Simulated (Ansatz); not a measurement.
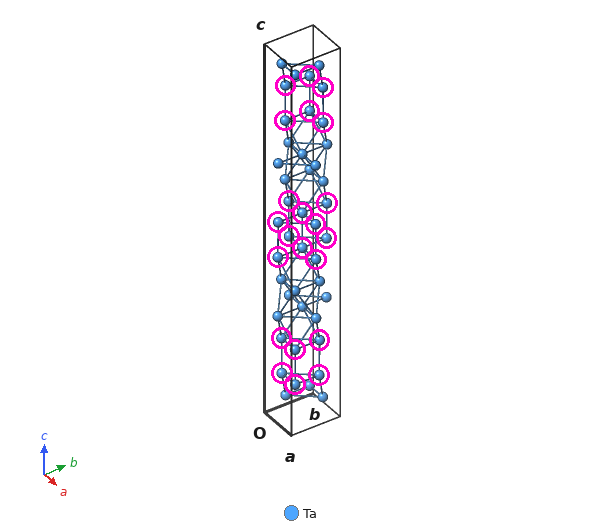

One unit cell; the ringed atoms, with their copies on corners, edges and faces, form one crystallographic orbit. Crystal: Ta, the end point of a relaxation with DFT PBEsol, scalar-relativistic, plane waves, PAW in Ansatz; the starting structure was generated, so it need not be a known form of this composition. The drawing is computed from the coordinates (standard cell, symmetry found to 0.002 Å).

a = 5.585 Å, b = 5.585 Å, c = 28.397 Å, α = 90.00°, β = 90.00°, γ = 120.00°; space group R-3m (No. 166, hexagonal axes).

Question: Which Wyckoff position do the ringed atoms fill?

Answer: Ta on 18h, site symmetry .m: 36 operations a cell over 2 that keep the site give 18 atoms, with 2 free parameters.

Question: One of them lies at (0.168, 0.832, 0.881). List the coordinates of all.

Answer: (0.168, 0.832, 0.881); (0.168, 0.336, 0.881); (0.664, 0.832, 0.881); (0.165, 0.835, 0.786); (0.670, 0.835, 0.786); (0.165, 0.330, 0.786); (0.835, 0.165, 0.214); (0.835, 0.670, 0.214); (0.330, 0.165, 0.214); (0.832, 0.168, 0.119); (0.336, 0.168, 0.119); (0.832, 0.664, 0.119); (0.501, 0.499, 0.548); (0.501, 0.003, 0.548); (0.997, 0.499, 0.548); (0.499, 0.501, 0.452); (0.003, 0.501, 0.452); (0.499, 0.997, 0.452).
